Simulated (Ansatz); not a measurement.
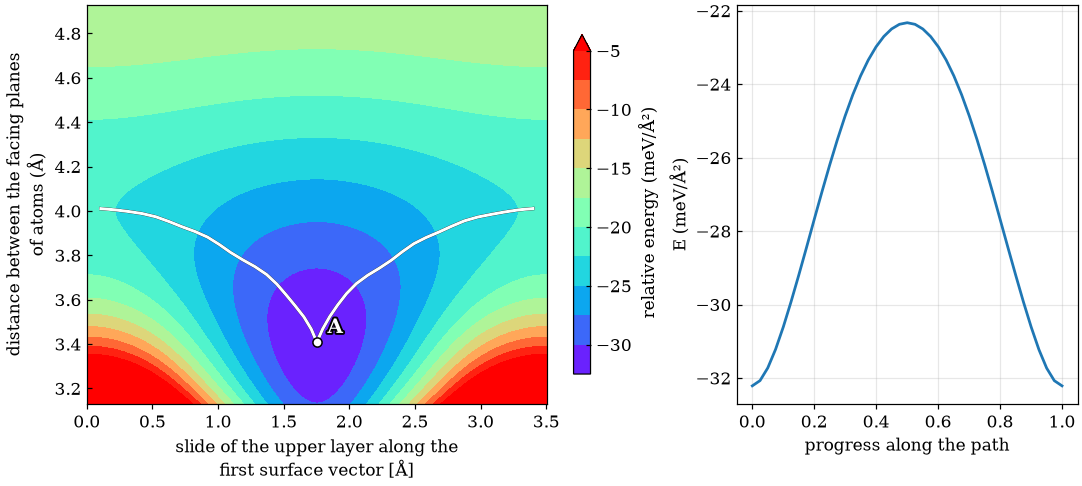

A bilayer of two Te₂Mo sheets (1H type) (6 atoms in the cell). The upper layer of a bilayer is slid along a line and lifted, both layers rigid. The first coordinate is: slide of the upper layer along the first surface vector, from Te4 above Te3; the second: distance between the facing planes of atoms. The grid has 6 × 6 points; 24 points were computed and 12 follow by symmetry. Points are written as (first, second). All energies are given in meV/Å² relative to the two layers apart. Computed with DFT PBE+D3(BJ), scalar-relativistic, plane waves, PAW in Ansatz 0.2.0. Settings: cutoff 420 eV, k-mesh 9×9×1, gaussian smearing 0.05 eV, no spin polarisation.

Drawn: filled contours, a line along the lowest path, one colour for all values above the top of the scale, the energy along the path at the right, the start A. Between grid points the surface is interpolated.

Question: Describe the path and its barrier.

Answer: The easiest path leads from the well at (1.75 Å, 3.40 Å) to its copy one period on. Its highest point lies about 9.9 meV/Å² above the bottom of the first well on the interpolated surface, at about (0.00 Å, 4.01 Å). This is the barrier on the constrained surface; relaxing the other coordinates would change it.

PAW datasets: the set soft_1.
